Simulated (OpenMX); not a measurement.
## GaN: 7 runs along one coordinate

System: GaN (F-43m, 2 atoms in the cell).
Method: Kohn-Sham DFT of a periodic cell, PBE, OpenMX 2013 PBE set, no spin polarisation (OpenMX 3.8.5).

The 7 runs differ only in the geometry, by an even scaling of the cell at fixed fractional positions. The structure derives from a Materials Project entry.

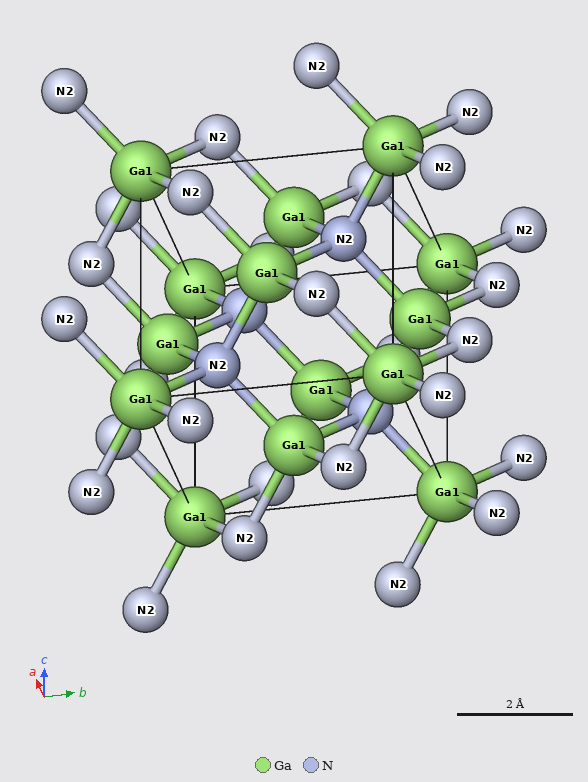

Figure 1. The structure of run 4 (ball-and-stick view of the cell 4 times as large as that of the calculation, set on its symmetry axes, seen at an oblique angle; neighbours outside the cell are drawn fainter; atoms are numbered from 1 in the order of the input).

**Input of run 4**
```
System.CurrrentDirectory             ./
System.Name                          GaN
DATA.PATH                            ./DFT_DATA13
level.of.stdout                      1
level.of.fileout                     0
Species.Number                       2
<Definition.of.Atomic.Species
  Ga  Ga7.0-s3p2d2           Ga_PBE13
  N   N6.0-s2p2d1            N_PBE13
Definition.of.Atomic.Species>

Atoms.Number                         2
Atoms.SpeciesAndCoordinates.Unit     FRAC
<Atoms.SpeciesAndCoordinates
    1  Ga    0.0000000000    0.0000000000    0.0000000000   6.500  6.500
    2  N     0.2500000000    0.2500000000    0.2500000000   2.500  2.500
Atoms.SpeciesAndCoordinates>

Atoms.UnitVectors.Unit               Ang
<Atoms.UnitVectors
     0.0000000000    2.2535006075    2.2535006075
     2.2535006075    0.0000000000    2.2535006075
     2.2535006075    2.2535006075    0.0000000000
Atoms.UnitVectors>

scf.XcType                           GGA-PBE
scf.SpinPolarization                 off
scf.ElectronicTemperature            580.226
scf.energycutoff                     500.0
scf.maxIter                          100
scf.EigenvalueSolver                 band
scf.Kgrid                            11 11 11
scf.Mixing.Type                      rmm-diisk
scf.Init.Mixing.Weight               0.05
scf.Min.Mixing.Weight                0.001
scf.Max.Mixing.Weight                0.3
scf.Mixing.History                   25
scf.Mixing.StartPulay                8
scf.criterion                        1.0e-8
scf.stress.tensor                    on
MD.Type                              nomd
```

Command:
```bash
openmx GaN.dat -nt 1 > GaN.std
```

Lattice vectors (Å) and fractional positions of run 4:
```
   0.000000    2.253501    2.253501
   2.253501    0.000000    2.253501
   2.253501    2.253501    0.000000
Ga  0.000000  0.000000  0.000000
N   0.250000  0.250000  0.250000
```

Run 2 has the same physical settings and fractional positions; its lattice vectors (Å) are:
```
   0.000000    2.223044    2.223044
   2.223044    0.000000    2.223044
   2.223044    2.223044    0.000000
```

**Results, with one run withheld**

| run | volume per atom (Å³) | free energy per atom, from the lowest run given (meV) | gap on the mesh (eV) |
| --- | --- | --- | --- |
| 1 | 10.757 | 67.59 | 2.72 |
| 2 | 10.986 | ? | ? |
| 3 | 11.215 | 22.60 | 2.40 |
| 4 | 11.444 | 10.01 | 2.25 |
| 5 | 11.673 | 2.59 | 2.10 |
| 6 | 11.902 | 0.00 | 1.96 |
| 7 | 12.131 | 2.14 | 1.81 |

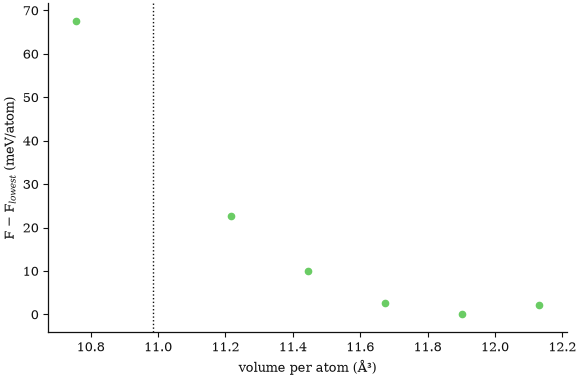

Figure 2. Free energy per atom of the runs given; the dotted line marks run 2.

What should run 2 give?

A cubic polynomial in V^(−2/3) (the Birch–Murnaghan form), fitted to the 6 runs given, misses them by at most 0.13 meV per atom. With x = V^(−2/3) − 0.19622 Å⁻², it reads F = 7.4179 + 3277.1 x + 3.7194e+05 x² + 8.2882e+05 x³ (meV per atom). At run 2 it gives 41.69 meV per atom, and the run itself gives 41.70. The fit has its minimum at 11.910 Å³ per atom, where V d²F/dV² gives 159 GPa: the bulk modulus at this level, since symmetry fixes the shape and the positions. The gap on the mesh goes, without turning, from 2.72 eV in run 1 to 1.81 eV in run 7; run 2 has 2.56 eV. These are gaps of this functional on this mesh, which can miss the band edges; they aren't the measured gap.

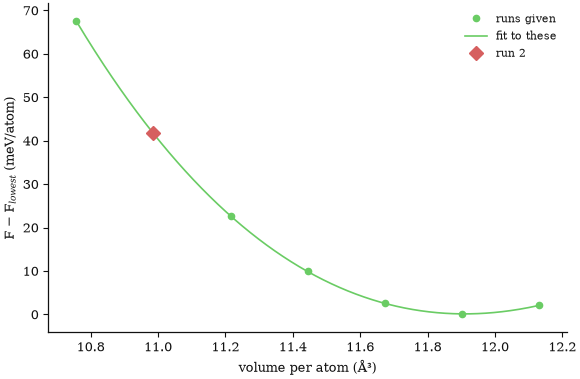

Figure 3. The fit and the withheld run.

**Some lines of the output (run 2)**
```
[...]
  Cell_Volume =    148.275970230841 (Bohr^3)
        Total energy (Hartree) at MD = 1
   kloop=0
   kloop=1
   kloop=665
```

Notes: Points of doubt noted for this run: few d functions beyond semicore. With a small basis of atomic orbitals these values can differ much from converged plane-wave results.
